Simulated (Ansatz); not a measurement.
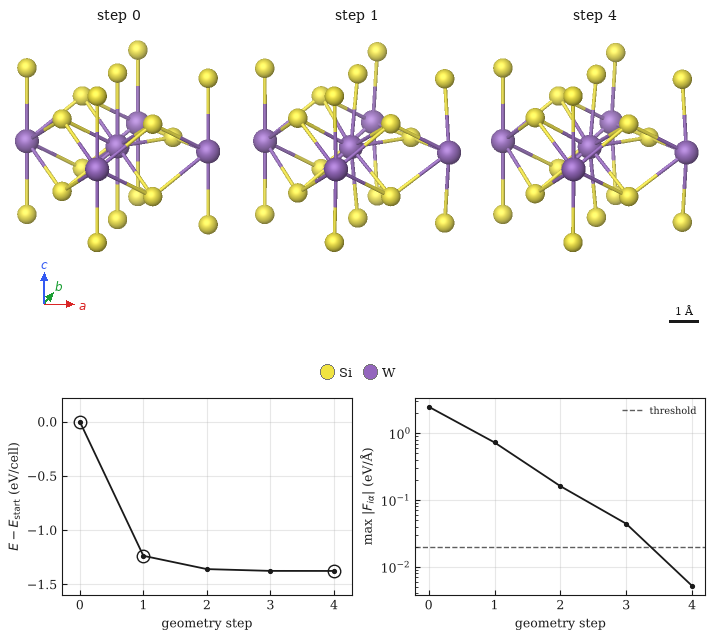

Frames of a relaxation of a defect cell of composition Si17W9 (started half-way along a vacancy jump, in the symmetry of that start), marked on the history of the run. Style: ball-and-stick. Shown: the atoms within 4.2 Å of the atom that moves most (axes of the conventional cell (2 times the calculation's cell) (origin shifted)), slightly off an axis. Lengths and directions refer to the drawn axes.

All numbers below come from DFT PBE, scalar-relativistic, plane waves, PAW (Ansatz).

The input:
```yaml
crystal:
  lattice:
    - [0.0, 0.0, -7.866827823]
    - [-4.8434929727, -4.8434929727, -3.9334139115]
    - [-4.8434929727, 4.8434929727, -3.9334139115]
  atoms:
    - { symbol: Si, position: [0.6654255944, 0.3333333333, 0.6666666667] }
    - { symbol: Si, position: [0.3320922611, 0.3333333333, 0.3333333333] }
    - { symbol: Si, position: [0.9987589278, 0.0, 0.3333333333] }
    - { symbol: Si, position: [0.6654255944, 0.0, 1.0] }
    - { symbol: Si, position: [0.3320922611, 0.0, 0.6666666667] }
    - { symbol: Si, position: [0.9987589278, 0.6666666667, 0.6666666667] }
    - { symbol: Si, position: [0.6654255944, 0.6666666667, 0.3333333333] }
    - { symbol: Si, position: [0.3320922611, 0.6666666667, 0.0] }
    - { symbol: Si, position: [0.0012410722, 0.6666666667, 1.0] }
    - { symbol: Si, position: [0.6679077389, 0.6666666667, 0.6666666667] }
    - { symbol: Si, position: [0.3345744056, 0.6666666667, 0.3333333333] }
    - { symbol: Si, position: [0.0012410722, 0.3333333333, 0.3333333333] }
    - { symbol: Si, position: [0.8333333333, 0.3333333333, 0.0] }
    - { symbol: Si, position: [0.3345744056, 0.3333333333, 0.6666666667] }
    - { symbol: Si, position: [0.0012410722, 1.0, 0.6666666667] }
    - { symbol: Si, position: [0.6679077389, 1.0, 0.3333333333] }
    - { symbol: Si, position: [0.3345744056, 1.0, 0.0] }
    - { symbol: W, position: [0.6666666667, 0.6666666667, 0.0] }
    - { symbol: W, position: [0.3333333333, 0.6666666667, 0.6666666667] }
    - { symbol: W, position: [0.0, 0.6666666667, 0.3333333333] }
    - { symbol: W, position: [0.6666666667, 0.3333333333, 0.3333333333] }
    - { symbol: W, position: [0.3333333333, 0.3333333333, 0.0] }
    - { symbol: W, position: [0.0, 0.3333333333, 0.6666666667] }
    - { symbol: W, position: [0.6666666667, 1.0, 0.6666666667] }
    - { symbol: W, position: [0.3333333333, 1.0, 0.3333333333] }
    - { symbol: W, position: [1.0, 1.0, 1.0] }
basis:
  ecutwfc: 420
kpoints:
  mp_grid: { grid: [4, 4, 4] }
hamiltonian:
  xc: pbe
scf:
  occupations: { method: gaussian, width: 0.1 }
output:
  forces: true
  stress: true
  eigenvalues: true
  write_density: true
  write_potential: true
  elf: true
  volumetric_format: npy
relax:
  adjacent_minimum: "off"
  f_tol: 0.02
  max_steps: 60
  escape_saddle: false
```

Launched with:
```bash
ansatz run input.yaml --threads 4 --pin off --max-ram 2560MiB --backend cpu --events-out ev --progress --plain --runs-dir out
```

What happens along the run?

The largest moves, 0.16 Å, are those of W18, W21, W23 and W26. W18 goes along [−1 −1 0]. Largest moves by element: W 0.16 Å, Si 0.13 Å. The lattice vectors keep their values. Some distances before and after: W18–W21 3.229 → 3.450 Å, Si13–W18 2.283 → 2.440 Å, W18–W24 3.229 → 3.121 Å, Si12–W21 2.632 → 2.583 Å. After 4 geometry steps the energy has fallen by 1.377 eV per cell of the calculation. Largest force component: 2.5 eV/Å at the start, 0.0052 eV/Å at the end. Cost: 55 s on 4 threads of Intel(R) Xeon(R) Processor @ 2.30GHz, with other jobs on the host, peak memory 1.5 GiB. From step 0 to 1: W atoms move most (0.19 Å), energy −1.237 eV per cell of the calculation. From step 1 to 4: Si and W atoms move most (0.03 Å), energy −0.140 eV per cell of the calculation.

Limits of the set-up: the periodic images lie only 7.9 Å apart, so the values are limited by the cell's size.
